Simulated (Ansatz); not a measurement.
Al16O (slab)

Input

```
crystal:
  lattice:
    - [5.7135165838, 0.0, 0.0]
    - [0.0, 8.0801326416, 0.0]
    - [0.0, 0.0, 19.7432786844]
  atoms:
    - { symbol: Al, position: [0.25, 0.25, 0.2026005946] }
    - { symbol: Al, position: [0.25, 0.75, 0.2026005946] }
    - { symbol: Al, position: [0.75, 0.25, 0.2026005946] }
    - { symbol: Al, position: [0.75, 0.75, 0.2026005946] }
    - { symbol: Al, position: [0.0, 0.0, 0.2749482107] }
    - { symbol: Al, position: [0.0, 0.5, 0.2749482107] }
    - { symbol: Al, position: [0.5, 0.0, 0.2749482107] }
    - { symbol: Al, position: [0.5, 0.5, 0.2749482107] }
    - { symbol: Al, position: [0.25, 0.25, 0.349546641] }
    - { symbol: Al, position: [0.25, 0.75, 0.349546641] }
    - { symbol: Al, position: [0.75, 0.25, 0.349546641] }
    - { symbol: Al, position: [0.75, 0.75, 0.349546641] }
    - { symbol: Al, position: [0.0, 0.0, 0.4175232906] }
    - { symbol: Al, position: [0.0, 0.5, 0.4175232906] }
    - { symbol: Al, position: [0.5, 0.0, 0.4175232906] }
    - { symbol: Al, position: [0.5, 0.5, 0.4175232906] }
    - { symbol: O, position: [0.0833333333, 0.0625, 0.493738512] }
basis:
  ecutwfc: 420
kpoints:
  mp_grid: { grid: [5, 4, 1] }
hamiltonian:
  xc: pbe
  pseudopotentials: { kind: paw, azcp: { folder: soft_1 } }
scf:
  occupations: { method: gaussian, width: 0.1 }
output:
  forces: true
  eigenvalues: true
  write_density: true
  write_potential: true
  elf: true
  volumetric_format: npy
relax:
  adjacent_minimum: "off"
  f_tol: 0.025
  max_steps: 16
  constraints:
    - { sites: [0, 1, 2, 3, 4, 5, 6, 7, 8, 9, 10, 11, 12, 13, 14, 15] }
    - { sites: [16], fix: xy }
efield:
  axis: 3
  dipole_correction: true
  ramp_width: 0.04
```

Launched as:

```sh
ansatz run input.yaml --threads 2 --pin off --max-ram 6144MiB --backend cpu --events-out ev --progress --plain --runs-dir out
```

The fields are those of the run's last geometry, not of the input's.

A point of a scan over the structure, not its minimum; not relaxed (largest force 1.0 eV/Å); PAW files of the earlier set (soft_1).

Computed with Ansatz 0.2.0, DFT PBE, scalar-relativistic, plane waves, PAW.

> What can the converged valence pseudo-density and electron localisation function tell about the bonding?

Al–O (1.66 Å): ρ is about 0.96 e/Å³ halfway; the ELF peaks at about 0.80 in the valence shell of O, 0.6 Å from its nucleus, and is about 0.75 at the midpoint.

> Metal or insulator at this level of theory?

It is gapless in this calculation (a metal or semimetal).

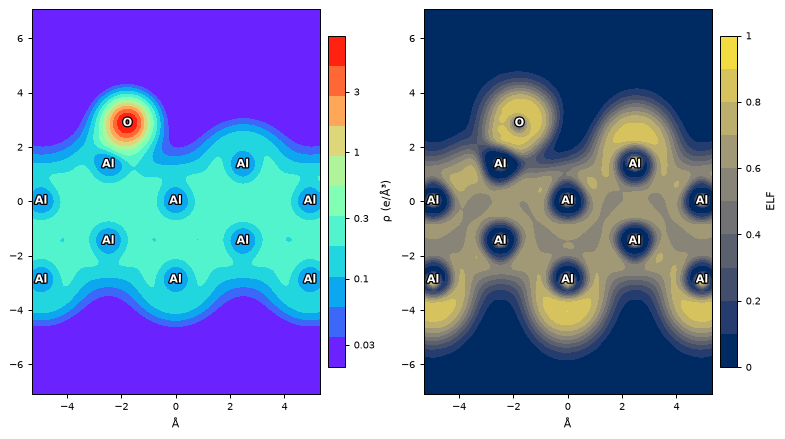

Computed valence pseudo-density and electron localisation function on the (11̄0) plane of the calculation cell, a cut from vacuum to vacuum, in this order. 

The density is the valence pseudo-density of a PAW calculation; it isn't the true density close to the nuclei.
